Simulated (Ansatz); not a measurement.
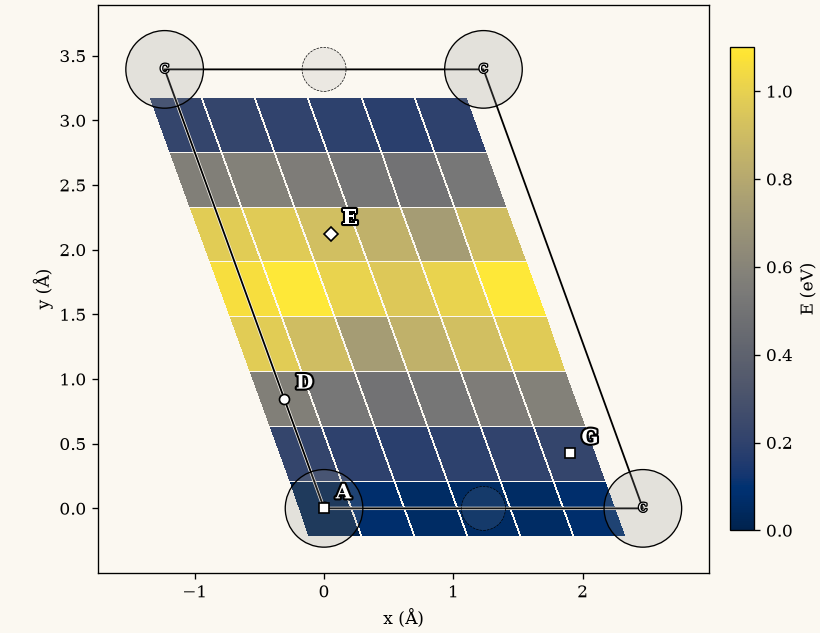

Si on a C(010) slab cut from the Fmmm phase, its upper half relaxed before the scan (12 atoms of substrate and one adsorbate in a 2 × 1 cell). Si is moved over the surface cell at a fixed height above a rigid substrate; the origin of the map has the adsorbate above C11; the height is held at 2.50 Å. Places are given modulo a cell vector. The map is drawn in real space over the plane of the surface. The scan uses a 6 × 8 grid; 26 points were computed and 22 follow by symmetry. Places are given in fractions of the 1 × 1 surface cell. Energies are in eV, from the lowest grid point. Energies and slopes of some neighbouring points disagree (a jump in structure or state, or too coarse a mesh). The magnetic moment jumps between some neighbouring points. At a fixed height the lowest place need not be the adsorption site. The calculation used DFT PBE+D3(BJ), scalar-relativistic, plane waves, PAW in Ansatz. Settings: cutoff 420 eV, k-mesh 6×8×1, gaussian smearing 0.05 eV, spin-polarised.

The picture shows one coloured cell a grid point, labelled circles for the atoms of the top layer and small ones for the second layer, the outline of one cell of the plane, lettered points.

> Rank the lettered points by energy, lowest first.

A (0.00 eV), G (0.22 eV), D (0.57 eV), E (0.91 eV).

PAW datasets: the set soft_1.
